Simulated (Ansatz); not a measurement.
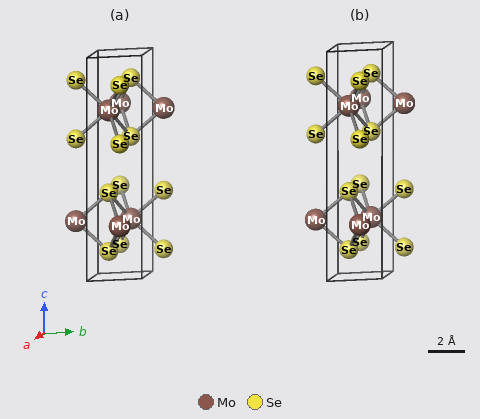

The structure of a crystal of MoSe2 (built on the 2H (MoS2) bulk type) before (left) and after (right) a relaxation, at one scale.

A ball-and-stick model of the cell of the calculation, seen slightly off an axis.

The calculation used DFT, r2SCAN+rVV10, plane waves, PAW in Ansatz.

The input:
```yaml
crystal:
  lattice:
    - [3.2770510698, 0.0, 0.0]
    - [-1.6385255349, 2.8380094759, 0.0]
    - [0.0, 0.0, 12.7339649206]
  atoms:
    - { symbol: Mo, position: [0.3333333333, 0.6666666667, 0.25] }
    - { symbol: Mo, position: [0.6666666667, 0.3333333333, 0.75] }
    - { symbol: Se, position: [0.6666666667, 0.3333333333, 0.3814561126] }
    - { symbol: Se, position: [0.6666666667, 0.3333333333, 0.1185438874] }
    - { symbol: Se, position: [0.3333333333, 0.6666666667, 0.8814561126] }
    - { symbol: Se, position: [0.3333333333, 0.6666666667, 0.6185438874] }
kpoints:
  mp_grid: { grid: [12, 12, 2] }
hamiltonian:
  xc: r2scan
  dispersion: rvv10
scf:
  occupations: { method: fermi_dirac, width: 0.02 }
relax:
  f_tol: 0.005
  cell: {}
```

Command:
```bash
ansatz run input.yaml --threads 8 --pin off --max-ram 12902MiB --backend cpu --events-out ev --progress --plain --runs-dir out
```

> Summarise the run.

The largest moves relative to the cell, 0.063 Å, are those of Se3, Se4, Se5 and Se6. Se3 goes along −c. Mo stays in place. Cell: a = b 3.277 → 3.305 Å (+0.9 %), c 12.734 → 13.088 Å (+2.8 %). Volume +4.6 %. The space group stays P6_3/mmc (No. 194). The energy falls by 6.9 meV per atom in 3 accepted moves (6 points after the start). The largest force component goes from 0.23 to 0.00063 eV/Å. The pressure goes from 1.37 to 0.01 GPa. The line search rejected the trial steps at points 1, 4 of the run. The SCF was repeated once at an unchanged geometry on a basis and grid sized afresh for the cell, which shifted the energy by 0.2 meV per atom at most. The run took 26 s on 8 threads of Intel(R) Xeon(R) Platinum 8488C (Sapphire Rapids) (shared host), peak memory 1.3 GiB.
